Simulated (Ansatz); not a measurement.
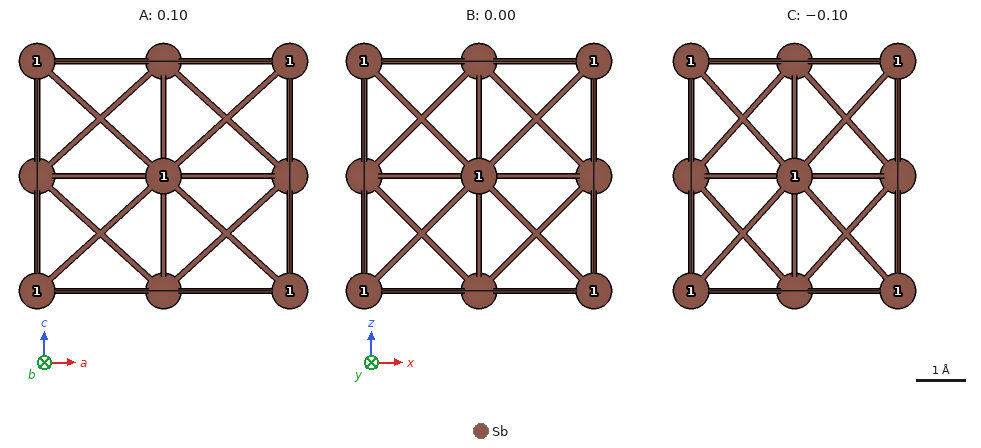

Energy scan for crystalline Sb (Fm-3m), in which the cell is strained along x alone, with the atoms kept at their fractional coordinates. x, y and z are the Cartesian axes of the input. A ball-and-stick model of the conventional cell (4 times the calculation's cell), seen along the b axis. Lengths and directions refer to the drawn axes.

These are results of DFT PBEsol, scalar-relativistic, plane waves, PAW (Ansatz 0.2.0), not measurements. Set-up: plane-wave cutoff 420 eV; k-point mesh 18 × 18 × 18; occupations gaussian; smearing width 0.15 eV; no spin polarisation. Energies (free energies at the smearing named) are counted from the cell as listed in its source, which wasn't relaxed.

> Rank the frames from lowest to highest energy.

Lowest first: B (the strain 0.00, 0.0 meV/atom), C (the strain −0.10, 25.2 meV/atom), A (the strain 0.10, 54.0 meV/atom). Over the whole scan: the lowest computed point lies at the strain −0.025 (−2.2 meV/atom). At the ends of the scan the energy is 25.2 meV/atom (−0.10) and 54.0 meV/atom (0.10). The unrelaxed reference is under a pressure of −1.2 GPa, which tilts the curve. The distortion takes the space group from Fm-3m to I4/mmm. At the strain −0.10 the cell of the drawing goes a 4.742 → 4.268 Å.
